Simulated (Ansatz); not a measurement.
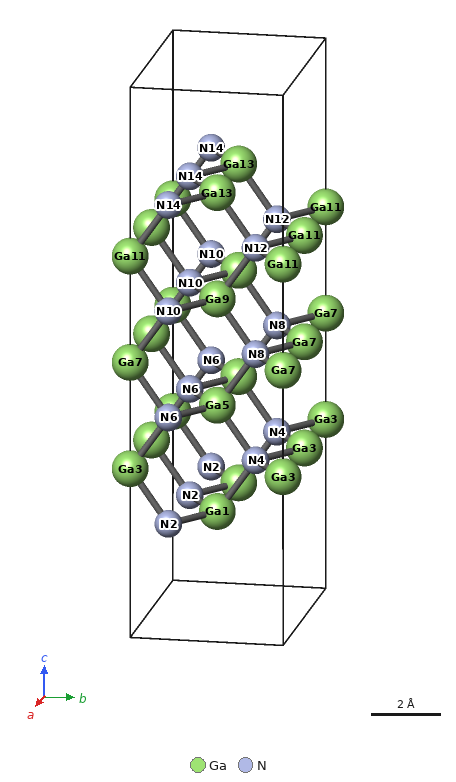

The structure as given in the input (ball-and-stick view of the 2 × 1 repeat of the cell, with the vacuum cut short, seen slightly off an axis; atoms are numbered from 1 in the order of the input). An atom can appear more than once, as a periodic image. Near neighbours in the periodic cell (some may lie outside the picture): Ga has 3 N at 1.97 Å; N has 3 Ga at 1.97 Å; Ga has 4 N at 1.97 Å; N has 4 Ga at 1.97 Å.

Single-point calculation of GaN

GaN (slab, 14 atoms in the cell), computed with DFT PBE, scalar-relativistic, plane waves, PAW, no spin polarisation (Ansatz 0.2.0).

The structure derives from a Materials Project entry. It belongs to a series of runs on one base structure; here: (1 1 0) slab cut from the bulk. Figures and captions count atoms from 1; the log counts them from 0 in places.

## Input file
```yaml
crystal:
  lattice:
    - [3.2162589223, 0.0, 0.0]
    - [0.0, 4.548476988, 0.0]
    - [0.0, 0.0, 24.6487767668]
  atoms:
    - { symbol: Ga, position: [0.5, 0.5, 0.3042747342] }
    - { symbol: "N", position: [0.0, 0.25, 0.3042747342] }
    - { symbol: Ga, position: [0.0, 0.0, 0.3695164895] }
    - { symbol: "N", position: [0.5, 0.75, 0.3695164895] }
    - { symbol: Ga, position: [0.5, 0.5, 0.4347582447] }
    - { symbol: "N", position: [0.0, 0.25, 0.4347582447] }
    - { symbol: Ga, position: [0.0, 0.0, 0.5] }
    - { symbol: "N", position: [0.5, 0.75, 0.5] }
    - { symbol: Ga, position: [0.5, 0.5, 0.5652417553] }
    - { symbol: "N", position: [0.0, 0.25, 0.5652417553] }
    - { symbol: Ga, position: [0.0, 0.0, 0.6304835105] }
    - { symbol: "N", position: [0.5, 0.75, 0.6304835105] }
    - { symbol: Ga, position: [0.5, 0.5, 0.6957252658] }
    - { symbol: "N", position: [0.0, 0.25, 0.6957252658] }
basis:
  ecutwfc: 420
kpoints:
  mp_grid: { grid: [8, 6, 1] }
hamiltonian:
  xc: pbe
scf:
  occupations: { method: gaussian, width: 0.05 }
output:
  forces: true
  stress: true
  eigenvalues: true
efield:
  axis: 3
  dipole_correction: true
  ramp_width: 0.04
```

Launched with:
```bash
ansatz run input.yaml --threads 1 --pin off --max-ram 2560MiB --backend cpu --events-out ev --progress --plain --runs-dir out
```

## Log
```
Engine: ansatz 0.2.0, x86_64-unknown-linux-gnu
Pseudopotentials: kind: paw
Pseudopotential: Ga, paw, valence charge 13, recommended cutoff 420 eV (normal), Ga.paw.azcp
Pseudopotential: N, paw, valence charge 5, recommended cutoff 420 eV (normal), N.paw.azcp
Functional definition: PBE
  parameter kappa = 0.804
  parameter beta = 0.06672455060314922
  exchange = pbe_x(kappa = kappa, mu = beta*pi^2/3)
  correlation = pbe_c(beta = beta)
Crystal: 14 atoms, lattice volume = 360.589 Å³
Basis set: ecut = 420 eV, 7107 PW (Γ), exchange–correlation on 48×64×360 points (8 copies of the dense FFT grid, shifted against one another)
Bands: 77, of which v1, the nominal top of the filled ones, is band 63 counted from 1 (62 counted from 0)
Symmetry: 2 space group operations
k-points: 20 of 48 (time reversal used)
Non-local potential: Ga, projectors of the file, l = 0: 2, l = 1: 2, l = 2: 3, l = 3: 1
Non-local potential: N, projectors of the file, l = 0: 2, l = 1: 2, l = 2: 1
PAW form: soft (Blöchl's): semilocal exchange-correlation on the pseudo side does not see the compensation charge
PAW one-centre angular grid: Ga, 590 points (default); XC on 64 Gauss nodes
PAW one-centre angular grid: N, 110 points (default); XC on 64 Gauss nodes
Initial density: superposition of atomic densities (neutral atoms: chi_scale 0, normalization atom), corrected by the library's trained network
Initial wavefunctions: pseudopotential atomic-orbital guess
Functional: x = pbe(κ = 0.804, μ = 0.2195149727645171), c = pbe(β = 0.06672455060314922)
SCF iter   1: F=—  HF=-29171.327282 eV  |F-HF|=—  |Δ(HF+E_count)|=         —  Δρ=2.01e-3  dr2=1.94e-2  ethr=1.77e-3  p=0.000 e·Å  D=1.93e-13 V/Å  ΔV_dip=-0.00 eV  dr2_dipole=7.88e-9  V_vac-E_F(+/−)=4.89/4.89 eV  ⟨swp⟩=6.5  Hψ=6340  notcnv=0  defer=80
efield: sawtooth ramp at fractional position 0.9800 (placed from the atoms, in the widest stretch of the axis that holds none; the zero of the levels goes with the place), width 0.0400; the density the first Hamiltonian is built on has a dipole p = 0.000 e·Å; the dipole correction subtracts the counter field D = 1.93e-13 V/Å, which shifts the + side's vacuum level by -0.00 eV against the − side's; the planar-averaged density in the ramp window peaks in size at 3.0e-5 e/Å³
preconditioner: auto → Resta (q_TF=auto, 2.290 Å⁻¹)  ε∞=3.0  [insulator: Δε(μ)=0.658 eV  Ē_g=15.403 eV  σ=0.050 eV  W_gap=1.00  n_scr=64 (ndim 8)  ℏωp=22.0 eV  f_vac=0.497  D(μ)=0.00/eV (n_scr^D=0)  ε∞_Penn≈3.0  vacuum switching on, ρ_ref=1.7e-2 e/Å³]
SCF iter   2: F=—  HF=-29171.327866 eV  |F-HF|=—  |Δ(HF+E_count)|=   5.84e-4  Δρ=1.25e-3  dr2=4.53e-3  ethr=1.54e-5  p=-0.000 e·Å  D=-1.62e-5 V/Å  ΔV_dip=0.00 eV  dr2_dipole=1.08e-8  V_vac-E_F(+/−)=4.86/4.85 eV  ⟨swp⟩=2.0  Hψ=2393  notcnv=0  defer=128
SCF iter   3: F=—  HF=-29171.328048 eV  |F-HF|=—  |Δ(HF+E_count)|=   1.82e-4  Δρ=5.62e-4  dr2=1.69e-3  ethr=3.60e-6  p=0.000 e·Å  D=3.18e-6 V/Å  ΔV_dip=-0.00 eV  dr2_dipole=1.05e-9  V_vac-E_F(+/−)=4.86/4.86 eV  ⟨swp⟩=2.1  Hψ=2181  notcnv=0  defer=128
SCF iter   4: F=—  HF=-29171.328188 eV  |F-HF|=—  |Δ(HF+E_count)|=   1.39e-4  Δρ=1.56e-4  dr2=9.20e-5  ethr=1.34e-6  p=0.000 e·Å  D=3.40e-6 V/Å  ΔV_dip=-0.00 eV  dr2_dipole=5.99e-10  V_vac-E_F(+/−)=4.85/4.85 eV  ⟨swp⟩=2.0  Hψ=1835  notcnv=0  defer=128
SCF iter   5: F=—  HF=-29171.328365 eV  |F-HF|=—  |Δ(HF+E_count)|=   1.77e-4  Δρ=7.59e-5  dr2=2.08e-5  ethr=7.30e-8  p=-0.000 e·Å  D=-1.87e-6 V/Å  ΔV_dip=0.00 eV  dr2_dipole=2.07e-10  V_vac-E_F(+/−)=4.85/4.85 eV  ⟨swp⟩=2.6  Hψ=2633  notcnv=0  defer=129
SCF iter   6: F=—  HF=-29171.328371 eV  |F-HF|=—  |Δ(HF+E_count)|=   6.07e-6  Δρ=2.50e-5  dr2=2.00e-6  ethr=1.65e-8  p=0.000 e·Å  D=6.35e-7 V/Å  ΔV_dip=-0.00 eV  dr2_dipole=3.75e-11  V_vac-E_F(+/−)=4.85/4.85 eV  ⟨swp⟩=2.0  Hψ=2100  notcnv=0  defer=131
SCF iter   7: F=—  HF=-29171.328372 eV  |F-HF|=—  |Δ(HF+E_count)|=   1.01e-6  Δρ=8.71e-6  dr2=2.74e-7  ethr=1.59e-9  p=-0.000 e·Å  D=-2.79e-7 V/Å  ΔV_dip=0.00 eV  dr2_dipole=3.51e-12  V_vac-E_F(+/−)=4.85/4.85 eV  ⟨swp⟩=2.4  Hψ=2686  notcnv=0  defer=131
SCF iter   8: F=-29171.328372 eV  HF=-29171.328372 eV  |F-HF|=4.94e-8  |Δ(HF+E_count)|=   2.68e-7  Δρ=2.93e-6  dr2=2.78e-8  ethr=7.94e-11  p=-0.000 e·Å  D=-2.96e-8 V/Å  ΔV_dip=0.00 eV  dr2_dipole=2.93e-14  V_vac-E_F(+/−)=4.85/4.85 eV  ⟨swp⟩=17.1  Hψ=8019  notcnv=0
SCF 1 converged in 8 iterations: F = -29171.328372 eV  dr2 = 2.78e-8
  greatest PAW one-centre occupation: 0.996 electrons in one spin orbital (limit 2), on the Ga atom at site 0 (counted from 0), in its partial waves of l = 2
```

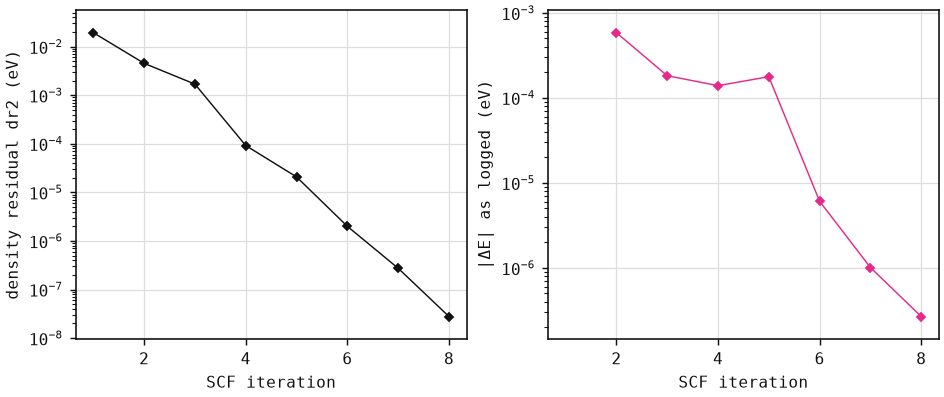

Convergence of the self-consistent field: density residual dr2 and size of the energy change against the SCF iteration. The residual falls at every step.

```
SCF converged after 8 iterations
Free energy (F): -29171.328372 eV
Harris-Foulkes:  -29171.328372 eV  (|F-HF|=4.94e-8)
Internal energy: -29171.328372 eV  (E = F + TS)
E sigma→0 (E₀):  -29171.328372 eV
Fermi energy:    1.821314 eV
Dipole field:    D = -0.000000 V/Å  (p = -0.000000 e·Å, saw-weighted, corrected)
Work function:   Φ+ = 4.8528 eV   Φ− = 4.8528 eV
Levels:          The Fermi level and band energies are counted from a zero that moves with the ramp; work functions are not
--- Per-component energies (eV) ---
  E_band       = -1084.548561
  E_kinetic    = 1709.928301
  E_local      = -134154.723992  (includes V_loc(G=0)·N_el)
  E_nonlocal   = 3317.019494
  E_hartree    = 66013.775866
  E_xc         = -894.462536
  E_vxc        = -928.890435  (∫ρ·V_xc dr)
  E_paw        = -14837.887901  (= ΣΔE_a)
  E_vpaw       = -3055.457357  (= ΣTr[D̂ρ^β])
  E_aug_tail   = 0.000263  (compensation charges beyond the density's cutoff)
  E_efield     = 0.000000  (sawtooth field / dipole correction)
  E_vefield    = 0.000000  (∫n·V_field dr)
  E_ewald      = 49675.022133
  E_smearing   = -0.000000  (= −TS)
  E_closure    = -0.000000  (closes the sum)
  Σ components = -29171.328372   (vs F -29171.328372, Δ=0.00e0)
--- Forces (eV/Å), atoms counted from 1 ---
  atom   1  Ga     0.00000000    -2.40703215     1.39685968
  atom   2  N      0.00000000     1.49180769    -0.77034886
  atom   3  Ga     0.00000000     0.44701008    -0.45094373
  atom   4  N      0.00000000     0.64002358    -0.40615060
  atom   5  Ga     0.00000000    -0.31767603     0.01815350
  atom   6  N      0.00000000     0.04708883     0.24823796
  atom   7  Ga     0.00000000     0.15818856     0.00000020
  atom   8  N      0.00000000     0.03940445    -0.00000026
  atom   9  Ga     0.00000000    -0.31767643    -0.01815383
  atom  10  N      0.00000000     0.04708859    -0.24823806
  atom  11  Ga     0.00000000     0.44701079     0.45094435
  atom  12  N      0.00000000     0.64002368     0.40615165
  atom  13  Ga     0.00000000    -2.40703356    -1.39685998
  atom  14  N      0.00000000     1.49180881     0.77034710
  max |Σ_I F_I| component: 3.69e-5 eV/Å
--- Stress (GPa, compression-positive) ---
       -1.615943       0.000000       0.000000
        0.000000      -2.503013      -0.000000
        0.000000      -0.000000      -0.617698
  P = ⅓ Tr σ = -1.5789 GPa (-15.789 kbar)
--- Band table (eV; the first three rows and the last of 20) ---
  k-point 0: bands = ["-14.3786", "-14.0593", "-13.8026", "-13.6097", "-13.5833", "-13.0790", "-13.0785", "-12.4114", "-12.4076", "-12.3733", "-12.3731", "-12.3225", "-12.3201", "-12.2755", "-12.2547", "-12.2243", "-12.2121", "-12.1998", "-12.1912", "-12.1856", "-12.1767", "-12.1698", "-12.1374", "-12.0892", "-12.0775", "-12.0624", "-12.0305", "-12.0274", "-12.0095", "-12.0035", "-11.9784", "-11.9610", "-11.9534", "-11.9035", "-11.8820", "-11.8586", "-11.8537", "-11.5550", "-10.7985", "-10.2515", "-10.1535", "-10.0535", "-4.7005", "-4.4182", "-4.1735", "-3.6396", "-2.5031", "-2.4497", "-2.3868", "-1.5409", "-1.2490", "-1.0955", "-0.8219", "-0.7787", "-0.1652", "-0.1364", "0.4165", "0.5277", "0.9849", "1.3266", "1.3429", "1.3537", "1.4097", "2.1308", "2.8515", "4.4257", "5.0792", "5.7573", "6.0453", "6.3338", "6.7907", "7.1258", "7.2307", "7.7493", "8.0181", "8.2482", "8.7179"]
  k-point 1: bands = ["-14.2958", "-14.0148", "-13.7996", "-13.6249", "-13.6035", "-13.0746", "-13.0742", "-12.4057", "-12.4028", "-12.3733", "-12.3732", "-12.3154", "-12.3135", "-12.2648", "-12.2298", "-12.2247", "-12.2236", "-12.1961", "-12.1939", "-12.1936", "-12.1816", "-12.1633", "-12.1097", "-12.0846", "-12.0795", "-12.0524", "-12.0346", "-12.0196", "-11.9973", "-11.9922", "-11.9811", "-11.9642", "-11.9450", "-11.8948", "-11.8842", "-11.8550", "-11.8519", "-11.4761", "-10.7480", "-10.4917", "-10.2632", "-10.2580", "-4.6563", "-4.5934", "-4.2765", "-3.9416", "-2.9300", "-2.0128", "-1.8694", "-1.4652", "-1.1108", "-0.9860", "-0.7833", "-0.6676", "-0.1035", "0.1156", "0.1763", "0.5137", "0.8622", "1.1083", "1.2321", "1.2360", "1.4365", "2.8318", "3.0231", "4.5267", "5.3052", "5.6177", "6.2356", "6.4720", "6.7912", "6.9281", "7.3101", "7.5643", "7.8388", "8.2940", "8.8753"]
  k-point 2: bands = ["-14.0883", "-13.9125", "-13.7939", "-13.6763", "-13.6682", "-13.0649", "-13.0648", "-12.3949", "-12.3945", "-12.3736", "-12.3735", "-12.3027", "-12.3008", "-12.2353", "-12.2264", "-12.2246", "-12.2118", "-12.2033", "-12.1988", "-12.1909", "-12.1704", "-12.1454", "-12.1101", "-12.0914", "-12.0665", "-12.0490", "-12.0357", "-12.0298", "-11.9719", "-11.9696", "-11.9568", "-11.9408", "-11.8957", "-11.8758", "-11.8488", "-11.8478", "-11.7598", "-11.2364", "-11.0901", "-10.7937", "-10.5997", "-10.4857", "-5.0688", "-4.9823", "-3.9620", "-3.9357", "-3.3126", "-2.3497", "-1.3307", "-1.0478", "-0.7872", "-0.7225", "-0.3642", "-0.2982", "0.0416", "0.1023", "0.4021", "0.4166", "0.4448", "1.0244", "1.0302", "1.2531", "1.2947", "3.3007", "3.3424", "5.1797", "5.6317", "5.7774", "6.1671", "6.5180", "6.7181", "6.9062", "7.2809", "7.4453", "8.2495", "8.5104", "9.0590"]
  k-point 19: bands = ["-13.7304", "-13.6733", "-13.6471", "-13.6315", "-13.5739", "-13.0702", "-13.0699", "-12.4083", "-12.4068", "-12.3626", "-12.3626", "-12.2885", "-12.2878", "-12.2211", "-12.1916", "-12.1889", "-12.1796", "-12.1743", "-12.1486", "-12.1336", "-12.1095", "-12.0979", "-12.0865", "-12.0614", "-12.0466", "-12.0214", "-12.0069", "-11.9954", "-11.9542", "-11.9533", "-11.9334", "-11.9212", "-11.9018", "-11.8348", "-11.8348", "-10.6531", "-10.6071", "-10.4209", "-10.3186", "-10.1799", "-9.8126", "-9.7441", "-5.4809", "-5.4474", "-4.9419", "-4.8994", "-4.4473", "-4.1122", "-4.0585", "-2.2141", "-2.1611", "-2.0855", "-1.9542", "-1.1469", "-1.0335", "-0.8975", "-0.8104", "-0.3001", "-0.0590", "0.0779", "0.1257", "1.2696", "1.5040", "3.3851", "3.5923", "6.3973", "6.6309", "7.5081", "7.5950", "7.6330", "7.9473", "8.0137", "8.4298", "8.6645", "8.7516", "8.9172", "9.3055"]
```

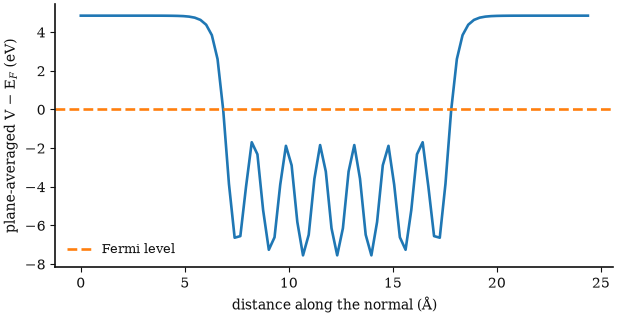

Plane average of the electrostatic potential energy of an electron across the cell, from the Fermi level. The vacuum level lies 4.85 eV above the Fermi level.

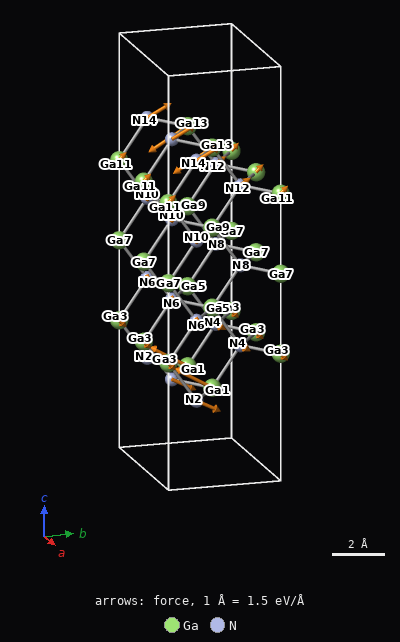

Forces on the atoms as orange arrows (ball-and-stick view of the 2 × 1 repeat of the cell, with the vacuum cut short, seen slightly off an axis; atoms are numbered from 1 in the order of the input); the smallest are left out. The largest act on Ga1, Ga13 (2.78 eV/Å); N2, N14 (1.68 eV/Å). The geometry is not a stationary point of this energy.

## Summary

- outcome: converged
- electrons treated: 126
- free energy: −29171.3284 eV
- work function, top face: 4.85 eV
- work function, bottom face: 4.85 eV
- Fermi energy: 1.821 eV
- gap on the k-point mesh: 0.62 eV
- work function (upper face): 4.85 eV
- largest force (length of the vector): 2.783 eV/Å
- hardware: 1 thread of Intel Xeon @ 2.50GHz (Skylake/Cascade Lake), 189 GiB of memory available, shared host
- wall time: 1.9 min
- peak memory: 0.75 GiB
